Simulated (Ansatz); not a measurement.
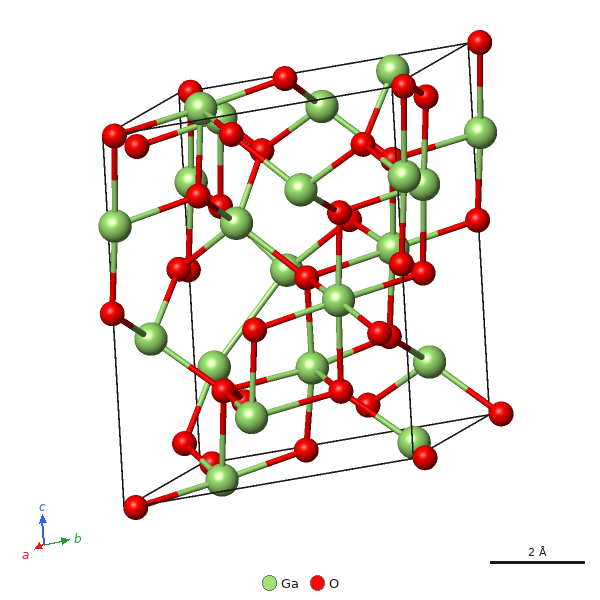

The crystal in a ball-and-stick representation, seen slightly off an axis. The supercell is outlined; an atom on or near a face, edge or corner is repeated at each equivalent position. The host is Ga2O3, in a cell of 40 sites, and the cell is neutral.

Q: How does this supercell depart from the perfect host?

A: An oxygen vacancy. Around the empty site lie two Ga at about 1.6 Å.

Method used: DFT PBE, scalar-relativistic, plane waves, PAW (Ansatz). It ran with wavefunction cutoff 420 eV, k-point mesh 2×2×2, Gaussian smearing of 0.02 eV, collinear spins.

Q: Is there a net spin in the supercell?

A: No net moment.

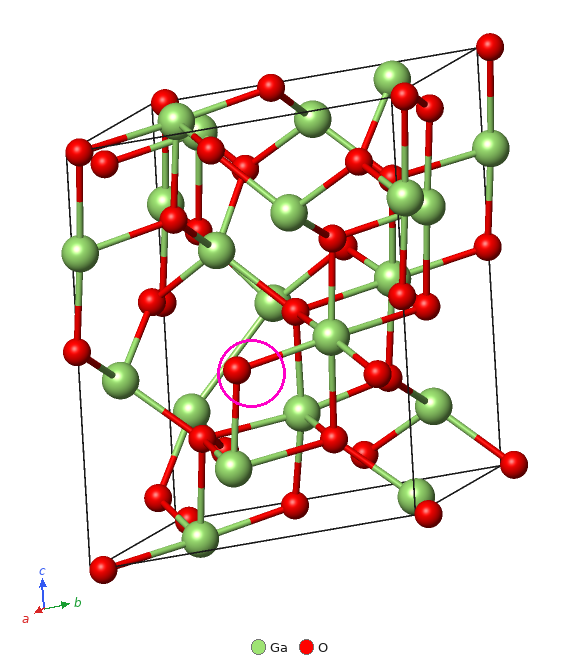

The same cell with a ring at the defect's site.

The atoms were relaxed in the host's cell with Ansatz, DFT PBE, scalar-relativistic, plane waves, PAW.
